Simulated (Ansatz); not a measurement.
System: BaTiO₃, space group P4mm (No. 99).

Starting cell:
```
CELL_PARAMETERS angstrom
3.97237 0.00000 0.00000
0.00000 3.97237 0.00000
0.00000 0.00000 4.11223
ATOMIC_POSITIONS crystal
Ba 0.00000 0.00000 0.99564
Ti 0.50000 0.50000 0.47753
O 0.50000 0.50000 0.03455
O 0.50000 0.00000 0.51764
O 0.00000 0.50000 0.51764
```

Method: Born effective charges by linear response at the zone centre, in units of the proton charge, Cartesian axes of the given cell; DFT, r2SCAN, plane waves, PAW (Ansatz 0.2.0). Level: r2SCAN, no spin polarisation.

- periodic directions: 3
- potentials: PAW
- wave cutoff: 500 eV
- k mesh: 6×6×6

Describe the result: the mean Born effective charge of each atom. The cases: Ba; Ti; O 1; O 2; O 3.

The largest in size is that of Ti, 6.30 e, and the charges add up to 0.00 e. O 2 and O 3 are equally anisotropic; for O 2: its diagonal components run from −5.45 to −1.92 e.

```tsv
atom	mean Born effective charge (e)	Born charge xx (e)	Born charge zz (e)
Ba	2.76	2.713	2.850
Ti	6.30	6.798	5.298
O 1	-2.74	-1.964	-4.307
O 2	-3.16	-2.092	-1.920
O 3	-3.16	-5.454	-1.920
```

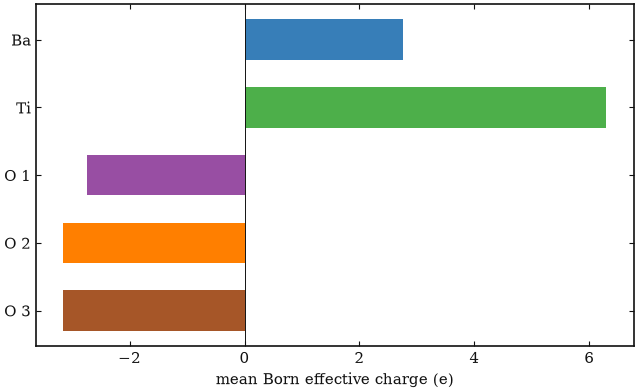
